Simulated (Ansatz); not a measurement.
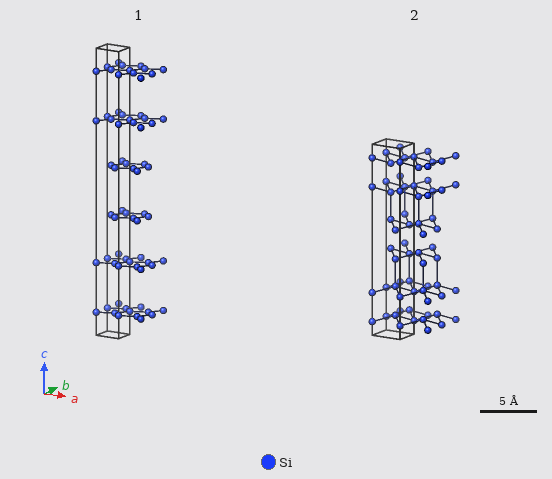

Two geometries of crystalline Si (a generated structure, set up in R-3m) (coarse preliminary run), drawn at one scale. One is the start of a relaxation, the other its converged end. The picture is a ball-and-stick view of the conventional cell (3 times the calculation's cell), repeated 2 × 2 × 1 with one cell outlined, seen slightly off an axis. Lengths and directions refer to the drawn axes.

Theory: Ansatz, DFT LDA, scalar-relativistic, plane waves, PAW. Set-up: plane-wave cutoff 420 eV; k-point mesh 6 × 6 × 6; occupations gaussian; smearing width 0.1 eV; no spin polarisation; cell and atoms relaxed; force threshold 0.05 eV/Å; at most 60 steps.

Question: Which geometry has the lower energy?

Answer: Structure 2 is the relaxed one. Case: C → Si on all its sites, cell and atoms relaxed. The largest moves relative to the cell, 0.52 Å, are those of Si atoms. Cell: a = b 3.102 → 3.863 Å (+24.5 %), c 26.297 → 17.501 Å (−33.4 %). Volume +3.2 %. Some distances before and after: Si–Si 4.881 → 2.980 Å, Si–Si 4.541 → 2.657 Å, Si–Si 4.224 → 2.495 Å, Si–Si 3.102 → 3.863 Å. New bonds form, among them: Si–Si (4.22 → 2.50 Å). Among the angles between lasting bonds that change: Si–Si–Si 120.0° → 111.8°. The space group stays R-3m (No. 166). The energy falls by 4163 meV per atom in 16 accepted moves (20 points after the start). The largest force component goes from 0.031 to 0.03 eV/Å. The pressure goes from 118.16 to −0.07 GPa. The line search rejected the trial steps at points 17, 18 of the run. The SCF was repeated twice at an unchanged geometry on a basis and grid sized afresh for the cell, which shifted the energy by 13.3 meV per atom at most. Cost: 41 s on 1 thread of Intel(R) Xeon(R) Platinum 8488C (Sapphire Rapids), with other jobs on the host, peak memory 0.36 GiB.
